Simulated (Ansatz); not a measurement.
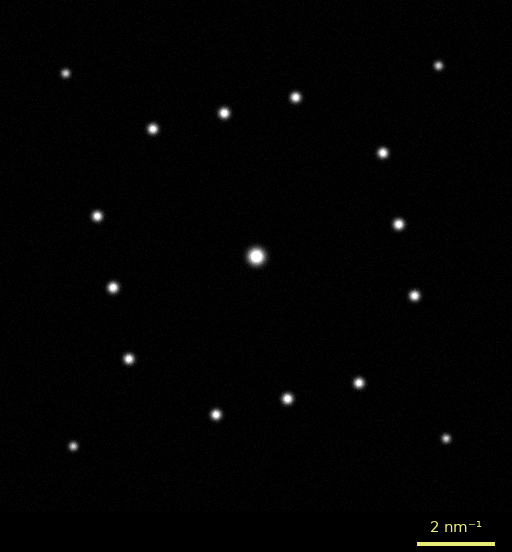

Computed electron diffraction pattern, 200 kV, single scattering only, B = 0.3 Å².

Candidate phases (model or computed cells):
A. Ru, space group Pm-3m (No. 221), a = 2.46 Å
B. Ti, space group Pm-3n (No. 223), a = 5.250 Å
C. Ti, space group P6/mmm (No. 191), a = 4.61 Å, c = 2.80 Å (hexagonal axes)
D. Se, space group Fm-3m (No. 225), a = 4.510 Å

### Identify the phase and the zone axis.

Candidate B (Ti), along [001] or an equivalent direction. The spots form a square net with both shortest vectors at d = 5.25 Å, 90.0° apart. They index as 1 0 0 (itself extinct) and 0 1 0 (itself extinct); no zone of the other candidates with indices up to 3 has this net. Some points of the net are extinct or too weak to see.
